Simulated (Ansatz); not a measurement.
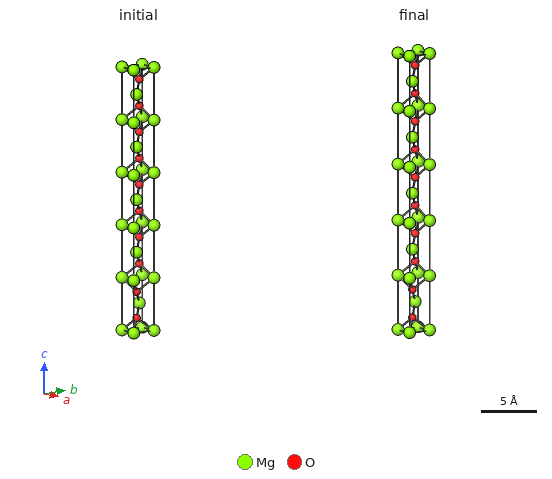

The structure of crystalline MgO (a generated structure, set up in P-6m2) before (left) and after (right) a relaxation, at one scale.

Style: ball-and-stick. Shown: the cell of the calculation, slightly off an axis.

Case: stacking ABACACACAC.

Method: Ansatz, DFT PBEsol, scalar-relativistic, plane waves, PAW. Set-up: plane-wave cutoff 420 eV; k-point mesh 12 × 12 × 2; occupations gaussian; smearing width 0.02 eV; no spin polarisation; cell and atoms relaxed; force threshold 0.01 eV/Å; at most 45 steps.

> Summarise the run.

The run was cut off at its time limit before the program reported convergence, but its last step already meets the force threshold: the largest component is 0.0093 eV/Å against 0.01 eV/Å. The pressure is within 0.01 GPa of its target. Over 3 geometry steps the energy falls by 48.8 meV per atom. Largest force component: 1.2 eV/Å at the start, 0.0093 eV/Å at the end. The pressure goes from 5.86 to −0.01 GPa. The largest moves relative to the cell, 0.11 Å, are those of O atoms. By element the largest moves are O 0.11 Å, Mg 0.09 Å. Cell: a = b 2.980 → 2.942 Å (−1.3 %), c 24.331 → 25.576 Å (+5.1 %). Volume +2.4 %. Among the contacts that change: Mg–O 2.107 → 2.136 Å, Mg–O 2.107 → 2.088 Å. Among the angles between lasting bonds that change: O–Mg–O 70.5° → 74.6°, O–Mg–O 90.0° → 87.1°, Mg–O–Mg 90.0° → 87.1°. The space group stays P-6m2 (No. 187). Cost: 13 min on 1 thread of AMD EPYC (Zen 3) (shared host), peak memory 0.77 GiB.
